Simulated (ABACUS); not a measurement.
# Band-structure run, with input and output: Li (part 1 of 2)

- system: Li (Im-3m, 1 atom in the cell)
- method: Kohn-Sham DFT of a periodic cell, TASK, SG15 ONCV 1.2 PBE, no spin polarisation (ABACUS 3.10.1)

The structure derives from an entry of the Crystallography Open Database.

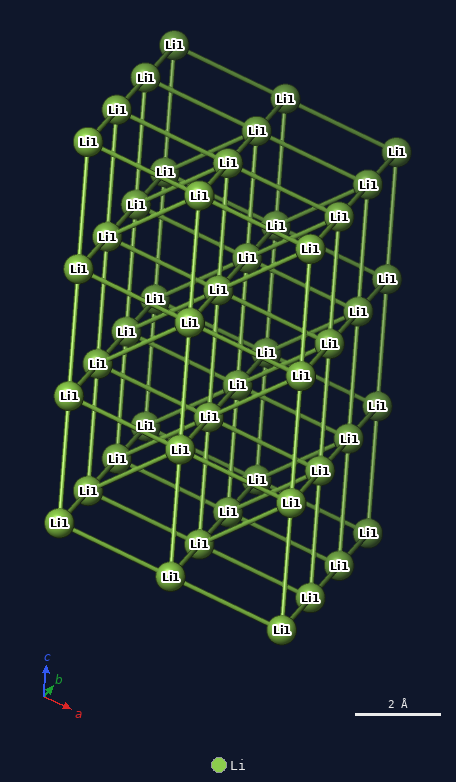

**Figure 1.** The input geometry (ball-and-stick view of the cell of the calculation, repeated 2 × 3 × 3, seen slightly off an axis; atoms are numbered from 1 in the order of the input). Near neighbours in the crystal (not all of them lie inside the picture): Li has 8 Li at 3.04 Å.

### Results in brief

```tsv
quantity	value
outcome	converged
space group (tolerance 0.01 Å)	Im-3m (229)
electrons treated	3
free energy	−191.1232 eV
Fermi energy of the self-consistent step	3.500 eV
gap on the k-point mesh	none (metallic)
pressure	−100.57 GPa
largest force (length of the vector)	under 0.001 eV/Å
hardware	4 threads of Intel Xeon (Sapphire Rapids), 16 GiB of memory available, shared host
wall time	36 s (CPU time 2.4 min)
peak memory	0.2 GiB
```

### Notes

The cell is under a tension of 101 GPa at this level, so it is not at its equilibrium volume.

### Input
```
INPUT_PARAMETERS
suffix              Li
calculation         scf
basis_type          pw
pseudo_dir          ./
latname             bcc
symmetry            1
dft_functional      MGGA_X_TASK+LDA_C_PW
ecutwfc             86
pseudo_rcut         10
nspin               1
nbands              12
ks_solver           dav
smearing_method     fd
smearing_sigma      0.00367493
scf_thr             1e-08
scf_nmax            100
mixing_type         broyden
mixing_beta         0.7
cal_force           1
cal_stress          1
mixing_tau          1
out_chg             1
out_pot             2
out_elf             1
```

### File STRU
```
ATOMIC_SPECIES
Li 6.9400 Li_ONCV_PBE-1.2.upf

LATTICE_CONSTANT
6.6316158891

ATOMIC_POSITIONS
Direct

Li
0.0
1
0.0000000000 0.0000000000 0.0000000000 1 1 1
```

### File KPT
```
K_POINTS
0
Gamma
7 7 7 0 0 0
```

Run as:
```bash
OMP_NUM_THREADS=1 mpirun -np 4 abacus > log
```

### The program's output
```
ABACUS v3.10.1

               Atomic-orbital Based Ab-initio Computation at UStc

 ------------------------------------------------------------------------------------

 READING GENERAL INFORMATION
                           global_out_dir = OUT.Li/
                           global_in_card = INPUT
                               pseudo_dir = ./
                              orbital_dir =
                                    DSIZE = 4
                                    GSIZE = 1

 READING UNITCELL INFORMATION
                                    ntype = 1
                  lattice constant (Bohr) = 6.63162
              lattice constant (Angstrom) = 3.5093

 READING ATOM TYPE 1
                               atom label = Li
                      L=0, number of zeta = 1
                      L=1, number of zeta = 1
                      L=2, number of zeta = 1
             number of atom for this type = 1

                        TOTAL ATOM NUMBER = 1
DIRECT COORDINATES
    atom                   x                   y                   z     mag                  vx                  vy                  vz
taud_Li1            0.0000000000        0.0000000000        0.0000000000  0.0000        0.0000000000        0.0000000000        0.0000000000

                          Volume (Bohr^3) = 145.824
                             Volume (A^3) = 21.6088

 Lattice vectors: (Cartesian coordinate: in unit of a_0)
                 +0.5                +0.5                +0.5
                 -0.5                +0.5                +0.5
                 -0.5                -0.5                +0.5
 Reciprocal vectors: (Cartesian coordinate: in unit of 2 pi/a_0)
                   +1                  -0                  +1
                   -1                  +1                  -0
                   +0                  -1                  +1
 The esolver type has been set to : ksdft_pw

                PAO radial cut off (Bohr) = 10

 Read in pseudopotential file is Li_ONCV_PBE-1.2.upf
                     pseudopotential type = NC
          exchange-correlation functional = PBE
                 nonlocal core correction = 0
                        valence electrons = 3
                                     lmax = 1
                           number of zeta = 0
                     number of projectors = 4
                           L of projector = 0
                           L of projector = 0
                           L of projector = 1
                           L of projector = 1
 XC functional updated to : MGGA_X_TASK+LDA_C_PW
          exchange-correlation functional = MGGA_X_TASK+LDA_C_PW
     initial pseudo atomic orbital number = 0

 SETUP THE ELECTRONS NUMBER
            electron number of element Li = 3
      total electron number of element Li = 3
            AUTOSET number of electrons:  = 3
                           occupied bands = 2
                                   NBANDS = 12
                                   NLOCAL = 9

%%%%%%%%%%%%%%%%%%%%%%%%%%%%%%%%%%%%%%%%%%%%%%%%%%%%%%%%%%%%%%%%%%%%%%%%%%%%%%%%%%%%%%%%%%%%%%%%%%%%%%%%%%
 Warning: the number of valence electrons in pseudopotential > 1 for Li: [He] 2s1
 Pseudopotentials with additional electrons can yield (more) accurate outcomes, but may be less efficient.
 If you're confident that your chosen pseudopotential is appropriate, you can safely ignore this warning.
%%%%%%%%%%%%%%%%%%%%%%%%%%%%%%%%%%%%%%%%%%%%%%%%%%%%%%%%%%%%%%%%%%%%%%%%%%%%%%%%%%%%%%%%%%%%%%%%%%%%%%%%%%

 SETUP THE PLANE WAVE BASIS
 energy cutoff for charge/potential (unit:Ry) = 344
            fft grid for charge/potential = [ 36, 36, 36 ]
                        fft grid division = [ 1, 1, 1 ]
        big fft grid for charge/potential = [ 36, 36, 36 ]
                                     nbxx = 11664
                                     nrxx = 11664

 SETUP PLANE WAVES FOR CHARGE/POTENTIAL
                    number of plane waves = 15683
                         number of sticks = 841

 PARALLEL PW FOR CHARGE/POTENTIAL
     PROC   COLUMNS(POT)             PW
        1            210           3920
        2            210           3920
        3            210           3920
        4            211           3923
 --------------- sum -------------------
        4            841          15683
                            number of |g| = 172
                                  max |g| = 382
                                  min |g| = 4

----------- Double Check Mixing Parameters Begin ------------
mixing_type: broyden
mixing_beta: 0.7
mixing_gg0: 1
mixing_gg0_min: 0.1
mixing_ndim: 8
----------- Double Check Mixing Parameters End ------------

 LATTICE VECTORS: (CARTESIAN COORDINATE: IN UNIT OF A0)
                 +0.5                +0.5                +0.5
                 -0.5                +0.5                +0.5
                 -0.5                -0.5                +0.5
                       right hand lattice = 1
                                   NORM_A = 0.866025
                                   NORM_B = 0.866025
                                   NORM_C = 0.866025
                           ALPHA (DEGREE) = 70.5288
                           BETA  (DEGREE) = 109.471
                           GAMMA (DEGREE) = 70.5288

 The lattice vectors have been changed (STRU_SIMPLE.cif)

(for optimal symmetric configuration:)
                             BRAVAIS TYPE = 2
                     BRAVAIS LATTICE NAME = 02. Cubic I (body-centered)
                                    ibrav = 2
                                    IBRAV = 2
                                  BRAVAIS = BODY CENTERED CUBIC
                       LATTICE CONSTANT A = 1
Original cell was already a primitive cell.
                        ROTATION MATRICES = 48
              PURE POINT GROUP OPERATIONS = 48
                   SPACE GROUP OPERATIONS = 48
                              POINT GROUP = O_h
               POINT GROUP IN SPACE GROUP = O_h

 SETUP K-POINTS
                                    nspin = 1
                   Input type of k points = Monkhorst-Pack(Gamma)
                                   nkstot = 343
                       right hand lattice = 1
(for reciprocal lattice: )
                             BRAVAIS TYPE = 3
                     BRAVAIS LATTICE NAME = 03. Cubic F (face-centered)
                                    ibrav = 3
                       right hand lattice = 1
(for k-lattice: )
                             BRAVAIS TYPE = 3
                     BRAVAIS LATTICE NAME = 03. Cubic F (face-centered)
                                    ibrav = 3
                       right hand lattice = 1
                        ROTATION MATRICES = 48
                               nkstot_ibz = 20
K-POINTS REDUCTION ACCORDING TO SYMMETRY
     IBZ    DIRECT_X    DIRECT_Y    DIRECT_Z  WEIGHT  ibz2bz
       1  0.00000000  0.00000000  0.00000000  0.0029       0
       2  0.14285714  0.14285714  0.00000000  0.0350       1
       3  0.28571429  0.28571429  0.00000000  0.0350       2
       4  0.42857143  0.42857143  0.00000000  0.0350       3
       5  0.14285714  0.28571429  0.14285714  0.0700       9
       6  0.28571429  0.42857143  0.14285714  0.1399      10
       7  0.42857143 -0.14285714  0.42857143  0.0700      11
       8  0.42857143 -0.28571429  0.28571429  0.0700      18
       9  0.14285714  0.14285714  0.14285714  0.0175      57
      10  0.14285714  0.28571429  0.28571429  0.0700      58
      11  0.42857143  0.42857143  0.14285714  0.0700      59
      12  0.28571429  0.42857143  0.28571429  0.0700      66
      13  0.42857143 -0.28571429  0.42857143  0.0700      67
      14  0.14285714  0.42857143  0.14285714  0.0233      71
      15  0.42857143 -0.14285714  0.28571429  0.0700      78
      16  0.28571429 -0.28571429  0.28571429  0.0233      86
      17  0.28571429  0.28571429  0.28571429  0.0175     114
      18  0.28571429  0.42857143  0.42857143  0.0700     115
      19  0.42857143 -0.42857143  0.42857143  0.0233     123
      20  0.42857143  0.42857143  0.42857143  0.0175     171

                               nkstot now = 20
[... K-POINTS DIRECT COORDINATES: 20 rows ...]

           k-point number in this process = 20
       minimum distributed K point number = 20
[... stars of the k points ...]

[... K-POINTS CARTESIAN COORDINATES: 20 rows ...]

[... K-POINTS DIRECT COORDINATES: 20 rows ...]

 SETUP PLANE WAVES FOR WAVE FUNCTIONS
     energy cutoff for wavefunc (unit:Ry) = 86
              fft grid for wave functions = [ 36, 36, 36 ]
                    number of plane waves = 3043
                         number of sticks = 281

 PARALLEL PW FOR WAVE FUNCTIONS
     PROC   COLUMNS(POT)             PW
        1             70            760
        2             70            760
        3             71            762
        4             70            761
 --------------- sum -------------------
        4            281           3043

 SETUP NONLOCAL PSEUDOPOTENTIALS IN PLANE WAVE BASIS
 Li non-local projectors:
 projector 1 L=0
 projector 2 L=0
 projector 3 L=1
 projector 4 L=1
      TOTAL NUMBER OF NONLOCAL PROJECTORS = 8

 Init Non-Local PseudoPotential table :
 Init Non-Local-Pseudopotential done.

                                     npwx = 512

 -------------------------------------------
 SELF-CONSISTENT
 -------------------------------------------
                                 init_chg = atomic

 PW ALGORITHM --------------- ION=   1  ELEC=   1--------------------------------
 Notice: Threshold on eigenvalues was too large.
 hsover_error=0.03 > DRHO=0.00405459
 Origin diag ethr = 0.01
 New diag ethr = 0.000135153

 Density error is 0.00310891862818
                          Error Threshold = 0.000135152973128
----------------------------------------------------------
     Energy           Rydberg                 eV
----------------------------------------------------------
 E_KohnSham     -14.0567686603       -191.2521492477
 E_Harris       -14.5452389979       -197.8981291438
 E_Fermi        0.2014661326         2.7410873571
----------------------------------------------------------

 PW ALGORITHM --------------- ION=   1  ELEC=   2--------------------------------

 Density error is 0.00165281845261
                          Error Threshold = 0.000103630620939
----------------------------------------------------------
     Energy           Rydberg                 eV
```
